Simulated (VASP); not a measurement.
# Band edges against the vacuum: CdTe(110), part 3 of 3

Aim: ionisation energy and electron affinity of CdTe(110), from a slab and a bulk run lined up through core potentials.

VASP 6.6.1; PBE; plane waves and PAW (Cd, Te).

So far, gap on the k-mesh (eV): step 4 (band edges of the bulk) 0.588.

### 6. Vacuum level and density of states

A static run writes the electrostatic potential without exchange and correlation (LVHAR), which is flat in the vacuum and gives the level to count from. The dipole correction cancels the field that unlike faces would set up across the vacuum.

Input file INCAR:

```
SYSTEM = CdTe
PREC = Normal
ENCUT = 320
EDIFF = 1E-06
NELM = 120
ISMEAR = 0
SIGMA = 0.03
LREAL = Auto
ALGO = Fast
GGA = PE
NBANDS = 100
LORBIT = 11
LWAVE = .FALSE.
LCHARG = .TRUE.
KPAR = 2
IDIPOL = 3
LDIPOL = .TRUE.
DIPOL = 0.5 0.5 0.5
LVHAR = .TRUE.
LVACPOTAV = .TRUE.
NEDOS = 1500
```

Input file POSCAR:

```
CdTe
1.0
    4.6740784271      0.0000000000      0.0000000000
    0.0000000000      6.6101451032      0.0000000000
    0.0000000000      0.0000000000     34.6963137084
Cd Te
9 9
Direct
    0.0000000000      0.0592250298      0.2455858734
    0.5000000000      0.4815790023      0.2924882986
    0.0000000000      0.9906130204      0.3654418070
    0.5000000000      0.4906615834      0.4312382181
    0.0000000000      0.9950488611      0.5000000000
    0.5000000000      0.4906615834      0.5687617819
    0.0000000000      0.9906130204      0.6345581930
    0.5000000000      0.4815790023      0.7075117014
    0.0000000000      0.0592250298      0.7544141266
    0.0000000000      0.7357971994      0.2980296404
    0.5000000000      0.2606327474      0.2223417032
    0.0000000000      0.7419593240      0.4326866292
    0.5000000000      0.2440630582      0.3631152870
    0.0000000000      0.7419593240      0.5673133708
    0.5000000000      0.2458892090      0.5000000000
    0.0000000000      0.7357971994      0.7019703596
    0.5000000000      0.2440630582      0.6368847130
    0.5000000000      0.2606327474      0.7776582968
```

Input file KPOINTS:

```
Automatic mesh
0
Gamma
5 4 1
0 0 0
```

Input file KPOINTS_OPT:

```
Line mode
14
Line-mode
Reciprocal
  0.00000000   0.00000000   0.00000000 GAMMA
  0.50000000   0.00000000   0.00000000 X

  0.50000000   0.00000000   0.00000000 X
  0.50000000   0.50000000   0.00000000 S

  0.50000000   0.50000000   0.00000000 S
  0.00000000   0.50000000   0.00000000 Y

  0.00000000   0.50000000   0.00000000 Y
  0.00000000   0.00000000   0.00000000 GAMMA

  0.00000000   0.00000000   0.00000000 GAMMA
  0.50000000   0.50000000   0.00000000 S
```

Potentials, in the order of the species: Cd and Te (PBE family, release 64).

Launch:

```console
$ mpirun -np 4 vasp_std
```

What it wrote:

```text
[banner, memory and clock lines left out]
running    4 mpi-ranks, on    1 nodes
 distrk:  each k-point on    2 cores,    2 groups
 distr:  one band on    1 cores,    2 groups

 POSCAR found type information on POSCAR CdTe
 POSCAR found :  2 types and      18 ions
 LDA part: xc-table for (Slater+PW92), standard interpolation
 POSCAR, INCAR and KPOINTS ok, starting setup
 FFT: planning ... GRIDC
 FFT: planning ... GRID_SOFT
 FFT: planning ... GRID
 WAVECAR not read
 entering main loop
       N       E                     dE             d eps       ncg     rms          rms(c)
DAV:   1     0.950785402718E+03    0.95079E+03   -0.50890E+04  1808   0.894E+02
DAV:   2     0.280173669809E+02   -0.92277E+03   -0.89254E+03  2116   0.256E+02
DAV:   3    -0.428157932215E+02   -0.70833E+02   -0.70263E+02  2052   0.713E+01
DAV:   4    -0.448316304577E+02   -0.20158E+01   -0.20119E+01  2200   0.110E+01
DAV:   5    -0.448819745716E+02   -0.50344E-01   -0.50333E-01  2128   0.186E+00    0.153E+01
RMM:   6    -0.426558881225E+02    0.22261E+01   -0.47988E+00  1813   0.591E+00    0.122E+01
RMM:   7    -0.425327465905E+02    0.12314E+00   -0.26512E+00  1871   0.298E+00    0.258E+00
RMM:   8    -0.424933984008E+02    0.39348E-01   -0.17307E-01  1951   0.118E+00    0.118E+00
RMM:   9    -0.424863436677E+02    0.70547E-02   -0.66725E-02  1961   0.502E-01    0.566E-01
RMM:  10    -0.424866167839E+02   -0.27312E-03   -0.62720E-03  2122   0.252E-01    0.156E-01
RMM:  11    -0.424869884267E+02   -0.37164E-03   -0.12843E-03  2160   0.856E-02    0.924E-02
RMM:  12    -0.424872074244E+02   -0.21900E-03   -0.33794E-04  2058   0.667E-02    0.475E-02
RMM:  13    -0.424872515205E+02   -0.44096E-04   -0.81726E-05  2240   0.257E-02    0.323E-02
RMM:  14    -0.424872122046E+02    0.39316E-04   -0.11346E-05  1673   0.972E-03    0.511E-02
RMM:  15    -0.424873143708E+02   -0.10217E-03   -0.27379E-05  1991   0.125E-02    0.143E-02
RMM:  16    -0.424873295609E+02   -0.15190E-04   -0.28932E-06  1536   0.388E-03    0.989E-03
RMM:  17    -0.424873448725E+02   -0.15312E-04   -0.16195E-06  1464   0.260E-03    0.349E-03
RMM:  18    -0.424873494136E+02   -0.45411E-05   -0.52156E-07  1111   0.139E-03    0.173E-03
RMM:  19    -0.424873527990E+02   -0.33854E-05   -0.26811E-07  1030   0.102E-03    0.489E-04
RMM:  20    -0.424873536730E+02   -0.87394E-06   -0.53282E-08   652   0.656E-04
|                                                                             |
|           W    W    AA    RRRRR   N    N  II  N    N   GGGG   !!!           |
|           W    W   A  A   R    R  NN   N  II  NN   N  G    G  !!!           |
|           W    W  A    A  R    R  N N  N  II  N N  N  G       !!!           |
|           W WW W  AAAAAA  RRRRR   N  N N  II  N  N N  G  GGG   !            |
|           WW  WW  A    A  R   R   N   NN  II  N   NN  G    G                |
|           W    W  A    A  R    R  N    N  II  N    N   GGGG   !!!           |
|                                                                             |
|     Did not find any points to average over, which means that no vacuum     |
|     field-free region was found. Please increase the size of  your cell     |
|     in the dimension of the dipole correction to obtain accurate            |
|     workfunction values.                                                    |
|                                                                             |

   1 F= -.42487354E+02 E0= -.42487354E+02  d E =-.160470E-11
 Start KPOINTS_OPT (optional k-point list driver)
k-point batch [1-9\70]
       N       E                     dE             ncg
DAV:   1    -0.161616592891E+04   -0.74321E+04     1856
DAV:   2    -0.973851993276E+04   -0.81224E+04     2076
DAV:   3    -0.103323940371E+05   -0.59387E+03     2068
DAV:   4    -0.103499510133E+05   -0.17557E+02     2184
DAV:   5    -0.103504446224E+05   -0.49361E+00     2168
DAV:   6    -0.103504623275E+05   -0.17705E-01     2232
DAV:   7    -0.103504630430E+05   -0.71551E-03     2192
DAV:   8    -0.103504630740E+05   -0.30964E-04     2112
DAV:   9    -0.103504630755E+05   -0.14752E-05     1432
DAV:  10    -0.103504630756E+05   -0.94642E-07     1160
[...]
k-point batch [64-70\70]
       N       E                     dE             ncg
DAV:   1     0.103488735309E+04   -0.21547E+05     1512
DAV:   2    -0.508872799857E+04   -0.61236E+04     1628
DAV:   3    -0.551167451738E+04   -0.42295E+03     1592
DAV:   4    -0.552327918513E+04   -0.11605E+02     1752
DAV:   5    -0.552356876720E+04   -0.28958E+00     1624
DAV:   6    -0.552358247077E+04   -0.13704E-01     1808
DAV:   7    -0.552358283219E+04   -0.36142E-03     1680
DAV:   8    -0.552358284759E+04   -0.15403E-04     1592
DAV:   9    -0.552358284833E+04   -0.74135E-06     1120
```

Run time: 4.7 min. Hardware: 4 MPI ranks of Intel Xeon 6975P-C (Granite Rapids), shared host; peak memory 1.8 GiB; 18 min of CPU time.

OUTCAR, selected parts (step 6):

```text
   NELECT =     162.0000    total number of electrons

 E-fermi :  -0.8186

 k-point     1 :       0.0000    0.0000    0.0000
  band No.  band energies     occupation
    ...
     77      -1.1673      2.00000
     78      -1.1414      2.00000
     79      -1.0679      2.00000
     80      -1.0123      2.00000
     81      -0.9531      2.00000
     82      -0.0125      0.00000
     83       0.5937      0.00000
     84       1.0799      0.00000
     85       1.4403      0.00000
     86       1.6795      0.00000
    ...

  Total       -1.1392088     -0.7896951     -0.8967507      0.0000000      0.0000000      0.0000000
  in kB       -1.7026429     -1.1802655     -1.3402691      0.0000000      0.0000000      0.0000000
  external PRESSURE =      -1.4077259 kB  Pullay stress =       0.0000000 kB

 POSITION                                       TOTAL-FORCE (eV/Angst)
 -----------------------------------------------------------------------------------
      0.00000      0.39149      8.52092         0.000000     -0.000320     -0.005868
      2.33704      3.18331     10.14827        -0.000000      0.011697      0.013858
      0.00000      6.54810     12.67948        -0.000000      0.006296      0.004563
      2.33704      3.24334     14.96238        -0.000000     -0.005129      0.013203
      0.00000      6.57742     17.34816        -0.000000     -0.023007     -0.000000
      2.33704      3.24334     19.73394        -0.000000     -0.005129     -0.013203
      0.00000      6.54810     22.01683        -0.000000      0.006296     -0.004563
      2.33704      3.18331     24.54805        -0.000000      0.011697     -0.013858
      0.00000      0.39149     26.17539         0.000000     -0.000320      0.005868
      0.00000      4.86373     10.34053         0.000000      0.003475     -0.015851
      2.33704      1.72282      7.71444        -0.000000      0.001076      0.011161
      0.00000      4.90446     15.01263        -0.000000      0.000627     -0.005631
      2.33704      1.61329     12.59876        -0.000000     -0.008492     -0.014557
      0.00000      4.90446     19.68368        -0.000000      0.000627      0.005631
      2.33704      1.62536     17.34816        -0.000000      0.004548     -0.000000
      0.00000      4.86373     24.35578         0.000000      0.003475      0.015851
      2.33704      1.61329     22.09755        -0.000000     -0.008492      0.014557
      2.33704      1.72282     26.98188        -0.000000      0.001076     -0.011161
 -----------------------------------------------------------------------------------
    total drift:                               -0.000000      0.079414     -0.000017

  FREE ENERGIE OF THE ION-ELECTRON SYSTEM (eV)
  ---------------------------------------------------
  free  energy   TOTEN  =       -42.4873536730 eV

  energy  without entropy=      -42.4873536730  energy(sigma->0) =      -42.48735367

 vacuum level on the upper side and lower side of the slab         4.283         4.283

[... 9 parts as in an earlier step ...]

[... 9 further parts left out ...]
```

Numbers from this step:

```yaml
electronic_cycles: 20
fermi_energy: -0.8186 eV
least_gap_on_mesh_and_path: 0.9405 eV
least_direct_gap_on_mesh_and_path: 0.9406 eV
vacuum_levels: 4.283, 4.283 eV
ionisation_potentials_of_the_upper_and_lower_face: 5.236, 5.236 eV
electron_affinities_of_the_upper_and_lower_face: 4.296, 4.296 eV
```

Electronic bands along the path, in eV, zero at the valence-band top; v1 is the highest filled band, c1 the lowest empty one:

```csv
point,v4,v3,v2,v1,c1,c2,c3,c4
Γ,-0.19,-0.11,-0.06,0.00,0.94,1.55,2.03,2.39
X,-1.13,-0.88,-0.86,-0.75,2.28,2.31,2.69,2.79
S,-0.82,-0.80,-0.62,-0.61,1.87,2.00,2.29,2.68
Y,-0.66,-0.64,-0.59,-0.58,1.83,1.84,2.05,2.08
Γ,-0.19,-0.11,-0.06,0.00,0.94,1.55,2.03,2.39
S,-0.82,-0.80,-0.62,-0.61,1.87,2.00,2.29,2.68
```

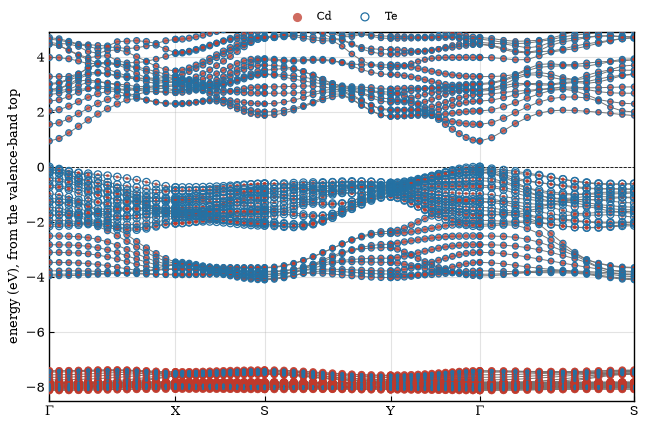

Electronic bands along the path; dots are coloured as in the legend, and their area grows with the weight.

The planar average of the electrostatic potential oscillates, so the rows of the table below give means over windows of 2.39 Å about each position, cut where the curve ends. Its maxima inside the range that stand out by 2 % of the span (Å: eV): 9.0: 0.909, 11.5: 2.09, 13.8: 2.02, 16.2: 2.07, 18.5: 2.07, 20.9: 2.02, 23.2: 2.09, 25.7: 0.909. Its minima: 7.8: -4.70, 10.3: -5.98, 12.6: -5.78, 15.0: -5.82, 17.3: -5.82, 19.7: -5.82, 22.1: -5.78, 24.4: -5.98, 26.9: -4.70.

Zero at the Fermi level. The planar average of the electrostatic potential by height; means over each step:

```csv
height (Å),planar average of the electrostatic potential (eV)
1.20,5.11
3.58,5.11
5.97,4.23
8.36,-1.60
10.75,-2.05
13.14,-1.84
15.53,-1.90
17.92,-1.90
20.31,-1.86
22.70,-1.97
25.09,-2.17
27.48,-0.0859
29.87,5.07
32.26,5.11
```

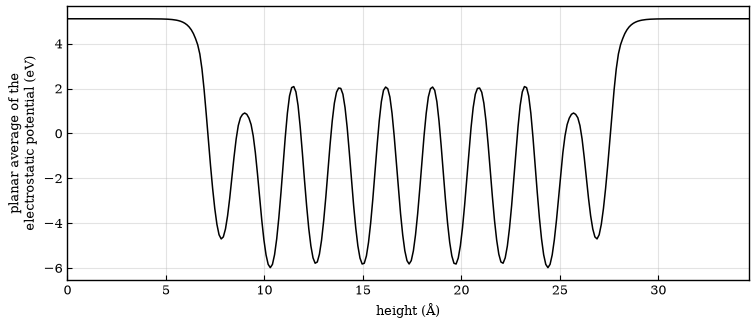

Planar average of the electrostatic potential against height.

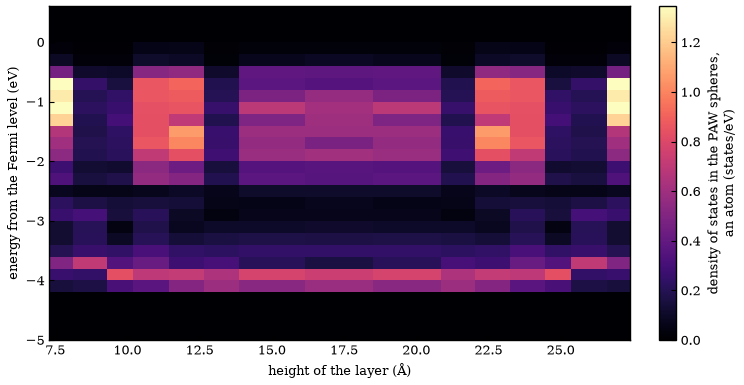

Density of states in the PAW spheres, an atom over height of the layer and energy from the Fermi level.

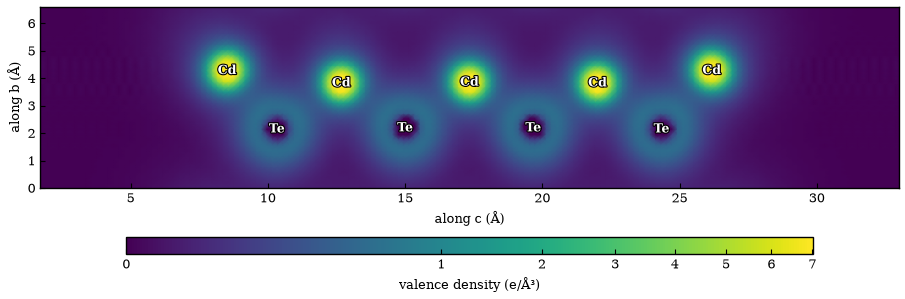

Valence density in the cb plane at fractional x = 0.000, with atoms of Cd and Te within 0.2 Å of it. It is the smooth field of the valence electrons, not physical close to the nuclei. The map starts off the cell's origin, so that atoms lie inside it. The colour scale is stretched toward low values. The far vacuum is left out of the map.

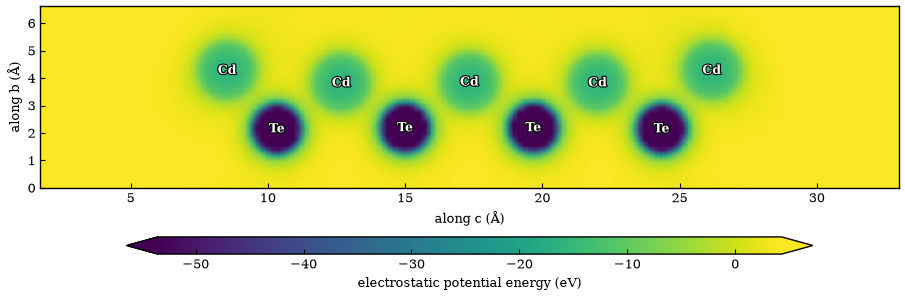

Electrostatic potential energy in the cb plane at fractional x = 0.000, with atoms of Cd and Te within 0.2 Å of it. With pseudopotentials it is smooth inside the atoms' cores, unlike the true potential. The map starts off the cell's origin, so that atoms lie inside it. The far vacuum is left out of the map.

The map of layer states is cut here 0.5 eV above the Fermi level, so it leaves out the states above that, and it starts at -5 eV, leaving out a taller peak below that would set the scale.

The vacuum level lies 5.24 eV above the highest filled level at the upper face; both faces agree, as the slab has next to no dipole.

The program found no field-free point at its default tolerance, but its printed level agrees with the flat part of the planar average.

### 7. Lining up bulk and slab

This step: band edges against the vacuum, PBE; plane waves and PAW (VASP 6.6.1).

This step runs nothing: it gathers the runs above.

This step gave:

```
ionisation energy       : 5.219 eV
offset spread           : 0.007600 eV
bulk gap                : 0.5882 eV
slab gap                : 0.9405 eV
electron affinity       : 4.630 eV
buckling                : 0.8065 Å
tilt                    : 31.21 degree
surface energy, relaxed : 0.2086 J/m²
```

The averaged core potentials of the four middle atoms lie -2.765 eV from those of the bulk run. The bulk valence top (1.830 eV), moved by that offset, is taken from the upper vacuum level (4.283 eV).

### 8. Results

```json
{"ionisation energy": "5.22 eV", "electron affinity": "4.63 eV", "buckling": "0.806 Å", "surface energy, relaxed": "0.209 J/m²"}
```

**Reading.** The bulk valence-band top lies 5.22 eV below the vacuum of CdTe(110), and the conduction-band bottom 4.63 eV. The top layer buckles by 0.81 Å, a tilt of 31°, with Te outermost, as the anion takes the dangling-bond electrons and the cation flattens towards sp². The surface costs 0.21 J/m². The slab's least gap is 0.94 eV, against 0.59 eV in the bulk. Confinement widens it, surface states can narrow it, and the two gaps need not lie at the same wave vector; the faces' own affinities count to the slab's lowest empty state. The offsets of the four middle atoms spread by 0.01 eV; a shift common to all four would not show in it. One thickness was run. Semilocal band edges put the valence top too high and the gap too small. Spin-orbit coupling, left out here, would raise the valence top further.

[Lines on the potential files, build, host, timing and source positions are cut from VASP's logs without a mark.]

[Logs are printed without paths, hosts, clocks, repeated set-up lines and the standing remarks that a program may print on its own settings, such as how far it seeks lower states.]

[Hosts, paths, dates, database ids (printed as entryN), source tags and the programs' standing remarks are cut or masked in the printed files.]

[Runs that stopped without an error message from VASP are left out.]
